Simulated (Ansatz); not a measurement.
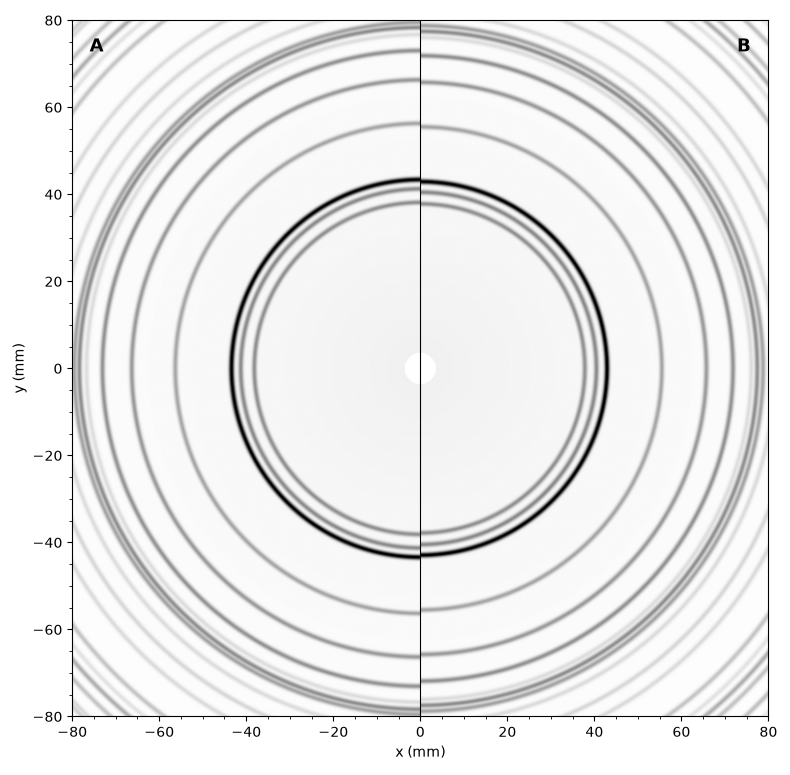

Simulated X-ray powder rings on a flat area detector normal to the beam: λ = 0.1665 Å, sample-to-detector distance 540 mm, axes in mm from the beam centre, beam polarised horizontally, for a fine-grained powder without texture. Kinematic intensities with B = 0.3 Å² for all atoms, without absorption; brightness goes as intensity to the power 0.6, clipped at the top. Reflections closer than the ring width show as one ring. The left and right halves show two different samples, each scaled to its strongest ring.

Both are Ir in P6_3/mmc, with cells of different size. Origins: A, the geometry relaxed at fixed volume with Ansatz 0.2.0, DFT HSE06, scalar-relativistic, plane waves, PAW; the starting structure was generated, so it need not be a known form of this composition; B, the geometry relaxed at fixed volume with DFT r2SCAN, scalar-relativistic, plane waves, PAW (Ansatz); the starting structure was generated, so it need not be a known form of this composition.

Which half has the larger cell, and by how much?

Answer. Half B: the volume of B is 3.7 % larger than that of A, and a larger cell draws the rings inwards on average.
A: a = 2.727 Å, b = 2.727 Å, c = 4.368 Å, α = 90.00°, β = 90.00°, γ = 120.00°; 100 at 38.1 mm (d = 2.36 Å), 002 at 41.3 mm (d = 2.18 Å), 101 at 43.4 mm (d = 2.08 Å), 102 at 56.3 mm (d = 1.603 Å).
B: a = 2.750 Å, b = 2.750 Å, c = 4.452 Å, α = 90.00°, β = 90.00°, γ = 120.00°; 100 at 37.8 mm (d = 2.38 Å), 002 at 40.5 mm (d = 2.23 Å), 101 at 42.9 mm (d = 2.10 Å), 102 at 55.5 mm (d = 1.626 Å).
